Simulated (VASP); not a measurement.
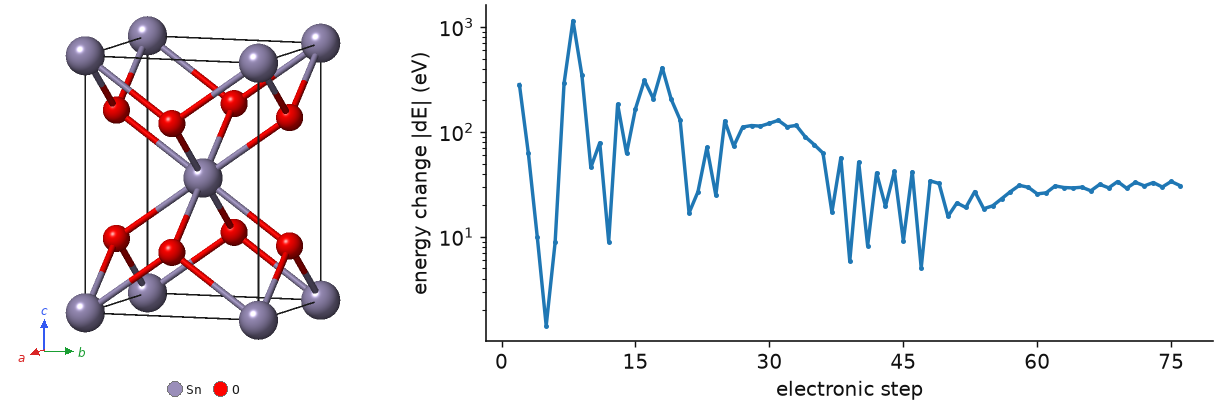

Beside the plot: the structure in its conventional cell.

The plot shows the electronic steps of a calculation: energy change |dE|.

SnO₂ (3 atoms in the cell), run with VASP.

INCAR
```
ENCUT = 520.000000
SIGMA = 0.020000
EDIFF = 1.00e-07
GGA = PE
PREC = Accurate
IBRION = -1
ISIF = 2
ISMEAR = -1
NBANDS = 20
NSW = 0
LASPH = .TRUE.
LCHARG = .FALSE.
LWAVE = .FALSE.
LREAL = .FALSE.
NELM = 76
ALGO = Damped
TIME = 4.0
```

KPOINTS
```
KPOINTS created by Atomic Simulation Environment
0
Gamma
8 8 8
0 0 0
```

POSCAR
```
Sn O
 1.0000000000000000
    -0.0187476556000000    2.5334669704000001    2.5334669704000001
     2.5334669704000001   -0.0187476556000000    2.5334669704000001
     2.5147193148000002    2.5147193148000002    0.0000000000000000
 Sn  O
   1   2
Cartesian
  0.0000000000000000  0.0000000000000000 -0.0000000000000000
  1.2573596574000001  1.2573596574000001  1.2687865076305600
  3.7720789721999997  3.7720789721999997  3.7981474331694405
```

Q: Did the calculation converge?

A: It did not converge: it stopped after 76 steps. After 5 sharp jumps up on the way, the energy change stalls around 30 from about step 42 on. The jump at step 7 comes where the charge density, held fixed for the first 6 steps, starts to be updated.

Q: What is the energy change at the start and at the end?

A: It starts near 280 and ends near 30 eV.

Q: Why did it fail, and what helps?

A: The input holds a fault, damping step far too long: .
